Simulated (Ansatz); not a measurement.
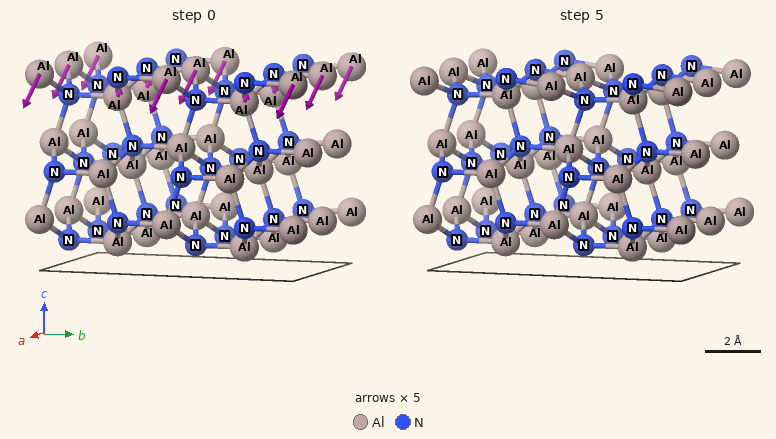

The structure of a slab of composition AlN (cut from the P6_3mc phase) before (left) and after (right) a constrained relaxation, at one scale. The purple arrows give the displacements, magnified 5 times.

The picture is a ball-and-stick view of the cell of the calculation, outlined in the plane, without the vacuum (origin shifted), seen slightly off an axis.

Case: clean slab, lower planes held. The slab is the (1 0 0) face of AlN. 24 atoms are held fixed.

Method: DFT PBE+D3(BJ), scalar-relativistic, plane waves, PAW (Ansatz). Set-up: plane-wave cutoff 420 eV; k-point mesh 3 × 2 × 1; occupations gaussian; smearing width 0.05 eV; no spin polarisation; dipole correction; atoms relaxed in a fixed cell; force threshold 0.03 eV/Å; at most 70 steps.

**What changed between the two?**

The largest moves, 0.29 Å, are those of Al atoms. By element the largest moves are Al 0.29 Å, N 0.05 Å. The cell doesn't change. Among the contacts that change: Al–N 1.901 → 1.770 Å, Al–N 1.889 → 1.969 Å, Al–N 1.889 → 1.834 Å, Al–N 1.889 → 1.870 Å. Bond angles that change, for instance: Al–N–Al 110.8° → 101.3°, N–Al–N 108.1° → 116.4°, N–Al–N 110.8° → 116.0°. Over 5 geometry steps the energy falls by 1.939 eV per cell of the calculation. The largest force component goes from 1.9 to 0.0033 eV/Å. The run took 2 min on 4 threads of Intel(R) Xeon(R) Platinum 8488C (Sapphire Rapids), on a shared host, peak memory 3 GiB.
